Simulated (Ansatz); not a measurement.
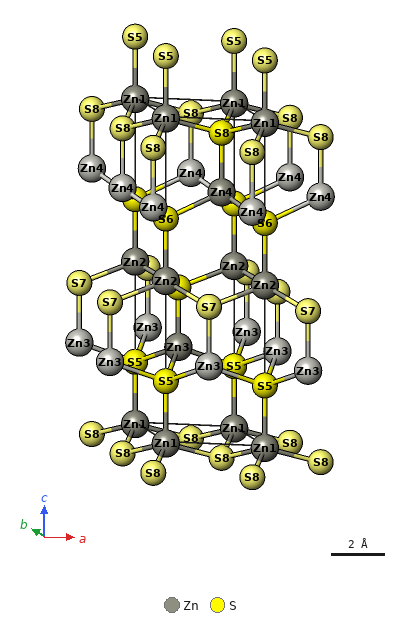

**Figure 1.** The input geometry of run 1 (ball-and-stick view of the cell of the calculation, seen slightly off an axis; neighbours outside the cell are drawn fainter; atoms are numbered from 1 in the order of the input). An atom can appear more than once, as a periodic image. Near neighbours in the periodic cell (some may lie outside the picture): Zn has 4 S at 2.30 to 2.41 Å; S has 4 Zn at 2.30 to 2.41 Å.

# ZnS: a changed input and its effect

System: ZnS (P6₃mc, 8 atoms in the cell).
Method of run 1: DFT PBE, scalar-relativistic, plane waves, PAW, no spin polarisation (Ansatz 0.2.0).

The structure derives from an entry of the Crystallography Open Database. Text and figures count atoms from 1; the logs count them from 0 in places.

## The input, run 1
```yaml
crystal:
  lattice:
    - [3.8467234474, 0.0, 0.0]
    - [-1.9233617237, 3.3313602268, 0.0]
    - [0.0, 0.0, 12.5902250312]
  atoms:
    - { symbol: Zn, position: [0.0, 0.0, -0.0059066548] }
    - { symbol: Zn, position: [0.0, 0.0, 0.4940933452] }
    - { symbol: Zn, position: [0.3333333333, 0.6666666667, 0.2559696982] }
    - { symbol: Zn, position: [0.6666666667, 0.3333333333, 0.7559696982] }
    - { symbol: S, position: [0.0, 0.0, 0.1859061556] }
    - { symbol: S, position: [0.0, 0.0, 0.6859061556] }
    - { symbol: S, position: [0.3333333333, 0.6666666667, 0.4390430827] }
    - { symbol: S, position: [0.6666666667, 0.3333333333, 0.9390430827] }
basis:
  ecutwfc: 420
kpoints:
  mp_grid: { grid: [12, 12, 2] }
hamiltonian:
  xc: pbe
scf:
  occupations: { method: gaussian, width: 0.05 }
output:
  forces: true
  stress: true
  eigenvalues: true
```

Launched with:
```bash
ansatz run input.yaml --threads 2 --pin off --max-ram 5120MiB --backend cpu --events-out ev --progress --plain --runs-dir out
```

Hardware: 2 threads of Arm Neoverse V1, 24 GiB of memory available, shared host.

## Output, shortened to warnings, some set-up lines, iterations and results (run 1)
```
Basis set: ecut = 420 eV, 3139 PW (Γ), exchange–correlation on 54×54×180 points (8 copies of the dense FFT grid, shifted against one another)
Symmetry: 12 space group operations
k-points: 38 of 288
Initial density: superposition of atomic densities (neutral atoms: chi_scale 0, normalization atom), corrected by the library's trained network
[...]
SCF iter   1: F=—  HF=-16890.827105 eV  |F-HF|=—  |Δ(HF+E_count)|=         —  Δρ=5.92e-4  dr2=6.81e-4  ethr=1.77e-3  ⟨swp⟩=8.1  Hψ=7172  notcnv=0
SCF iter   2: F=—  HF=-16890.828454 eV  |F-HF|=—  |Δ(HF+E_count)|=   1.35e-3  Δρ=4.86e-4  dr2=3.36e-4  ethr=9.46e-7  ⟨swp⟩=3.1  Hψ=4001  notcnv=0
SCF iter   3: F=—  HF=-16890.828552 eV  |F-HF|=—  |Δ(HF+E_count)|=   9.75e-5  Δρ=1.56e-4  dr2=4.93e-5  ethr=4.67e-7  ⟨swp⟩=2.0  Hψ=2780  notcnv=0
SCF iter   4: F=—  HF=-16890.828357 eV  |F-HF|=—  |Δ(HF+E_count)|=   1.95e-4  Δρ=7.65e-5  dr2=1.13e-5  ethr=6.85e-8  ⟨swp⟩=2.0  Hψ=2932  notcnv=0
SCF iter   5: F=—  HF=-16890.828356 eV  |F-HF|=—  |Δ(HF+E_count)|=   1.26e-6  Δρ=2.95e-5  dr2=2.87e-6  ethr=1.58e-8  ⟨swp⟩=2.0  Hψ=2780  notcnv=0
SCF iter   6: F=—  HF=-16890.828357 eV  |F-HF|=—  |Δ(HF+E_count)|=   1.07e-6  Δρ=1.79e-5  dr2=6.66e-7  ethr=3.99e-9  ⟨swp⟩=2.2  Hψ=2758  notcnv=0
SCF iter   7: F=—  HF=-16890.828357 eV  |F-HF|=—  |Δ(HF+E_count)|=   9.14e-8  Δρ=1.38e-5  dr2=2.10e-7  ethr=9.25e-10  ⟨swp⟩=2.0  Hψ=2783  notcnv=0
SCF iter   8: F=-16890.828357 eV  HF=-16890.828357 eV  |F-HF|=7.34e-9  |Δ(HF+E_count)|=   3.81e-8  Δρ=2.75e-6  dr2=1.24e-8  ethr=1.39e-10  ⟨swp⟩=7.6  Hψ=6624  notcnv=0
SCF 1 converged in 8 iterations: F = -16890.828357 eV  dr2 = 1.24e-8
SCF converged after 8 iterations
Free energy (F): -16890.828357 eV
Harris-Foulkes:  -16890.828357 eV  (|F-HF|=7.34e-9)
Internal energy: -16890.828357 eV  (E = F + TS)
E sigma→0 (E₀):  -16890.828357 eV
Fermi energy:    6.551440 eV
--- Per-component energies (eV) ---
  E_band       = 4.509162
  E_kinetic    = 951.312280
  E_local      = -8238.774805  (includes V_loc(G=0)·N_el)
  E_nonlocal   = 2571.713657
  E_hartree    = 3444.032908
  E_xc         = -936.462902
  E_vxc        = -556.684695  (∫ρ·V_xc dr)
  E_paw        = -9715.068809  (= ΣΔE_a)
  E_vpaw       = -1611.120661  (= ΣTr[D̂ρ^β])
  E_aug_tail   = -0.001428  (compensation charges beyond the density's cutoff)
  E_ewald      = -4967.579257
  E_smearing   = -0.000000  (= −TS)
  E_closure    = 0.000000  (closes the sum)
  Σ components = -16890.828357   (vs F -16890.828357, Δ=0.00e0)
--- Forces (eV/Å), atoms counted from 1 ---
  atom   1  Zn     0.00000000    -0.00000000     0.58826195
  atom   2  Zn     0.00000000     0.00000000     0.58826195
  atom   3  Zn    -0.00000000    -0.00000000    -0.68972353
  atom   4  Zn    -0.00000000     0.00000000    -0.68972353
  atom   5  S      0.00000000     0.00000000     0.11923717
  atom   6  S     -0.00000000    -0.00000000     0.11923717
  atom   7  S     -0.00000000    -0.00000000    -0.01777219
  atom   8  S      0.00000000     0.00000000    -0.01777219
  max |Σ_I F_I| component: 6.78e-6 eV/Å
--- Stress (GPa, compression-positive) ---
        0.142977       0.000000      -0.000000
        0.000000       0.142977       0.000000
       -0.000000       0.000000       0.116422
  P = ⅓ Tr σ = 0.1341 GPa (1.341 kbar)
```

The input of run 2 differs as follows (lines with − go, lines with + come):
```diff
+  ecutrho_ratio: 12
+  n_extra_bands: 16
```

How does run 2 compare with run 1?

The energy doesn't change within 0.01 meV per atom. The number of SCF iterations is the same.

## Output, shortened to warnings, some set-up lines, iterations and results (run 2)
```
Basis set: ecut = 420 eV, 3139 PW (Γ), exchange–correlation on 90×90×300 points (8 copies of the dense FFT grid, shifted against one another)
Symmetry: 12 space group operations
k-points: 38 of 288
Initial density: superposition of atomic densities (neutral atoms: chi_scale 0, normalization atom), corrected by the library's trained network
[...]
SCF iter   1: F=—  HF=-16890.828483 eV  |F-HF|=—  |Δ(HF+E_count)|=         —  Δρ=5.53e-4  dr2=5.13e-4  ethr=1.77e-3  ⟨swp⟩=8.0  Hψ=9939  notcnv=0  defer=59
SCF iter   2: F=—  HF=-16890.828265 eV  |F-HF|=—  |Δ(HF+E_count)|=   2.18e-4  Δρ=5.14e-4  dr2=4.21e-4  ethr=7.13e-7  ⟨swp⟩=2.1  Hψ=3503  notcnv=0  defer=125
SCF iter   3: F=—  HF=-16890.828333 eV  |F-HF|=—  |Δ(HF+E_count)|=   6.77e-5  Δρ=1.44e-4  dr2=3.97e-5  ethr=5.85e-7  ⟨swp⟩=2.0  Hψ=2816  notcnv=0  defer=125
SCF iter   4: F=—  HF=-16890.828361 eV  |F-HF|=—  |Δ(HF+E_count)|=   2.82e-5  Δρ=1.19e-4  dr2=1.81e-5  ethr=5.51e-8  ⟨swp⟩=2.0  Hψ=2962  notcnv=0  defer=125
SCF iter   5: F=—  HF=-16890.828354 eV  |F-HF|=—  |Δ(HF+E_count)|=   6.93e-6  Δρ=2.76e-5  dr2=2.20e-6  ethr=2.51e-8  ⟨swp⟩=2.0  Hψ=2810  notcnv=0  defer=125
SCF iter   6: F=—  HF=-16890.828355 eV  |F-HF|=—  |Δ(HF+E_count)|=   1.06e-6  Δρ=1.51e-5  dr2=5.22e-7  ethr=3.05e-9  ⟨swp⟩=2.0  Hψ=2826  notcnv=0  defer=125
SCF iter   7: F=—  HF=-16890.828356 eV  |F-HF|=—  |Δ(HF+E_count)|=   2.56e-7  Δρ=1.70e-5  dr2=2.81e-7  ethr=7.25e-10  ⟨swp⟩=2.0  Hψ=2847  notcnv=0  defer=125
SCF iter   8: F=-16890.828356 eV  HF=-16890.828356 eV  |F-HF|=4.93e-9  |Δ(HF+E_count)|=   1.18e-7  Δρ=4.50e-6  dr2=3.20e-8  ethr=1.39e-10  ⟨swp⟩=8.7  Hψ=10313  notcnv=0
SCF 1 converged in 8 iterations: F = -16890.828356 eV  dr2 = 3.20e-8
SCF converged after 8 iterations
Free energy (F): -16890.828356 eV
Harris-Foulkes:  -16890.828356 eV  (|F-HF|=4.93e-9)
Internal energy: -16890.828356 eV  (E = F + TS)
E sigma→0 (E₀):  -16890.828356 eV
Fermi energy:    6.551430 eV
--- Per-component energies (eV) ---
  E_band       = 4.509635
  E_kinetic    = 951.313145
  E_local      = -8238.776387  (includes V_loc(G=0)·N_el)
  E_nonlocal   = 2571.713631
  E_hartree    = 3444.032453
  E_xc         = -936.463188
  E_vxc        = -556.684964  (∫ρ·V_xc dr)
  E_paw        = -9715.068761  (= ΣΔE_a)
  E_vpaw       = -1611.119681  (= ΣTr[D̂ρ^β])
  E_aug_tail   = 0.000008  (compensation charges beyond the density's cutoff)
  E_ewald      = -4967.579257
  E_smearing   = -0.000000  (= −TS)
  E_closure    = 0.000000  (closes the sum)
  Σ components = -16890.828356   (vs F -16890.828356, Δ=0.00e0)
--- Forces (eV/Å), atoms counted from 1 ---
  atom   1  Zn     0.00000000    -0.00000000     0.58826086
  atom   2  Zn     0.00000000     0.00000000     0.58826086
  atom   3  Zn    -0.00000000    -0.00000000    -0.68972119
  atom   4  Zn    -0.00000000     0.00000000    -0.68972119
  atom   5  S      0.00000000     0.00000000     0.11923328
  atom   6  S      0.00000000    -0.00000000     0.11923328
  atom   7  S      0.00000000    -0.00000000    -0.01777612
  atom   8  S      0.00000000     0.00000000    -0.01777612
  max |Σ_I F_I| component: 6.34e-6 eV/Å
--- Stress (GPa, compression-positive) ---
        0.142996      -0.000000      -0.000000
       -0.000000       0.142996       0.000000
       -0.000000      -0.000000       0.116437
  P = ⅓ Tr σ = 0.1341 GPa (1.341 kbar)
```

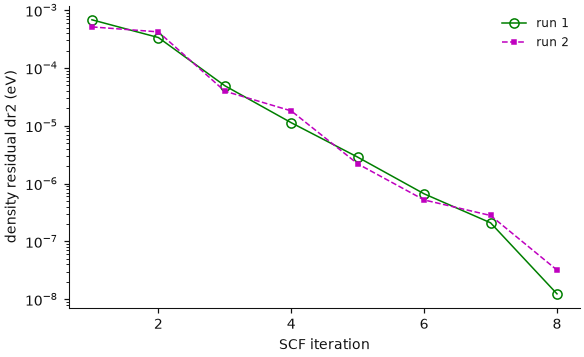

**Figure 2.** Convergence of the two runs: density residual dr2 against the SCF iteration. Run 1 takes 8 iterations in all, and run 2 takes 8.

## The two runs side by side

| quantity | run 1 | run 2 |
| --- | --- | --- |
| outcome | converged | converged |
| free energy per atom (eV) | −2111.3535 | −2111.3535 |
| gap on the mesh (eV) | 1.96 | 1.96 |
| pressure (GPa) | 0.13 | 0.13 |
| largest force (eV/Å) | 0.690 | 0.690 |
| SCF iterations | 8 | 8 |
| irreducible k-points | 38 | 38 |
| plane waves at Γ | 3139 | 3139 |
| wall time (shared host) | 15 s | 18 s |
